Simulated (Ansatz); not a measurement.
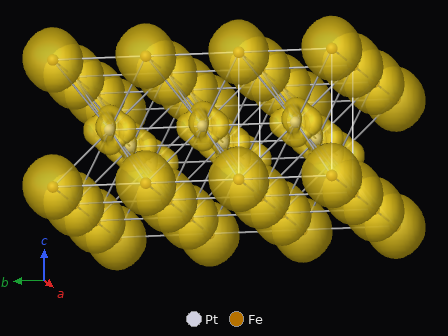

*FePt. Isosurface of the spin density at +0.15 e/Å³ (yellow), seen at an oblique angle. Sticks mark near contacts.*

Space group P4/mmm; spin-polarised.

All numbers below come from Kohn-Sham DFT of a periodic cell, r2SCAN, Ansatz PAW (Ansatz).

Where is the spin, and how is it ordered?

Answer. The spin density sits on Fe: +3.3 μB in one cell of 2 atoms, with smaller moments on other sites: Pt (up to +0.43 μB): parallel main moments (a ferromagnetic arrangement) in this solution. The cell of the calculation (2 atoms) carries 3.6 μB of net spin moment.
